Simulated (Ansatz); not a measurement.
Structure data:

```
Si Ni
1.0
     5.04602    0.00000    0.00000
     0.00000    5.04602    0.00000
     0.00000    0.00000    5.04602
Si Ni
8 4
Direct
  0.25000 0.75000 0.75000
  0.25000 0.25000 0.75000
  0.25000 0.25000 0.25000
  0.25000 0.75000 0.25000
  0.75000 0.75000 0.25000
  0.75000 0.25000 0.25000
  0.75000 0.25000 0.75000
  0.75000 0.75000 0.75000
  0.00000 0.00000 0.00000
  0.00000 0.50000 0.50000
  0.50000 0.00000 0.50000
  0.50000 0.50000 0.00000
```

Q: Summarise the structure in words.

A: The solid is Si2Ni. The structure has Fm-3m (No. 225) symmetry and a face-centred cubic lattice. Type of structure: fluorite (CaF₂ type). One cell contains 8 Si, 4 Ni, 12 atoms in all. The numbers of neighbours within bonding distance are Si 10 and Ni 8.

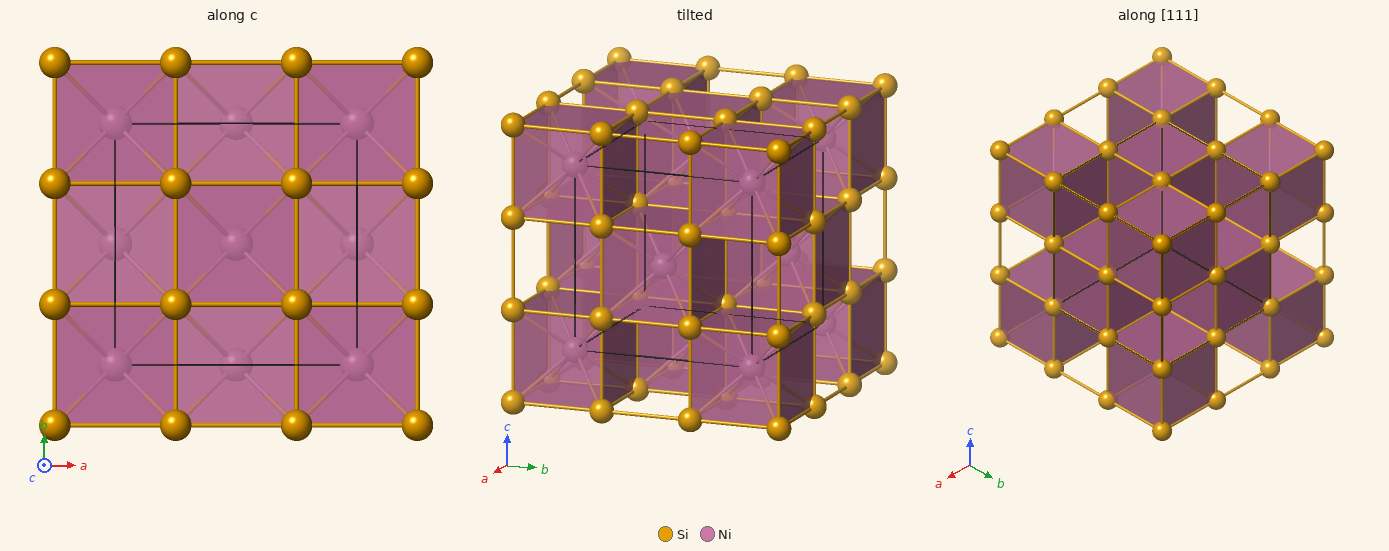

The figure gives a polyhedral picture of the atoms, viewed along the c axis, slightly off an axis and along [111]. One conventional unit cell is framed, with atoms on its boundary repeated. Some neighbours outside the box are added.

The cell started as a structure listed in the Materials Project. It was relaxed with DFT PBEsol, scalar-relativistic, plane waves, PAW (Ansatz) under a constraint or pressure on the cell, so some stress remains.

At this level of theory the run's own cell isn't at rest (compressed, at 50 GPa), so its distances can differ from those at equilibrium, the more so the softer the solid.
